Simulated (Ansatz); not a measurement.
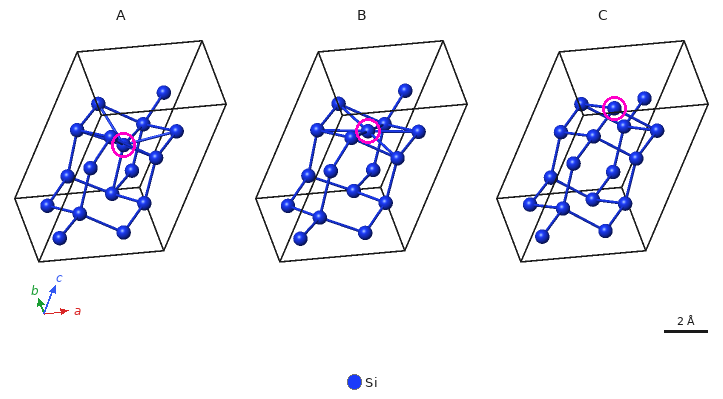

3 geometries from a converged minimum-energy path of Si with an interstitial Si (17 atoms in the cell), shuffled. Style: ball-and-stick. Shown: the reduced simulation cell (origin moved), from a free direction. The moving atom is ringed, with any periodic copies. Lengths and directions refer to the drawn axes. Bonds to atoms that aren't drawn are left out.

Computed with DFT PBEsol, scalar-relativistic, plane waves, PAW (Ansatz). Set-up: plane-wave cutoff 420 eV; k-point mesh 2 × 2 × 2; Gaussian smearing 0.02 eV; 3 movable images; climbing image; force threshold 0.05 eV/Å; iteration limit 80; starting path by straight interpolation.

Which frame is the top of the path?

Answer. B. In order along the path, whose images run from 0 to 4: C (image 0, 0.000 eV), B (image 2, +0.294 eV), A (image 3, +0.191 eV). A Si atom travels furthest, 2.34 Å from end to end, along [1 1 −3], on a straight line. At the highest image its nearest neighbour (Si) is 2.41 Å away, against 2.39 Å at the start, and the surrounding atoms stand up to 0.46 Å off the mean of their end positions. Breaking: Si–Si (2.39 → 4.70 Å). Forming: Si–Si (4.70 → 2.39 Å).

Limits of the set-up: the periodic images lie only 7.7 Å apart, so the values are limited by the cell's size.

The run took 39 min on 1 thread of Arm Neoverse V1, with other jobs on the host, peak memory 0.72 GiB.

PAW datasets: the set soft_1.
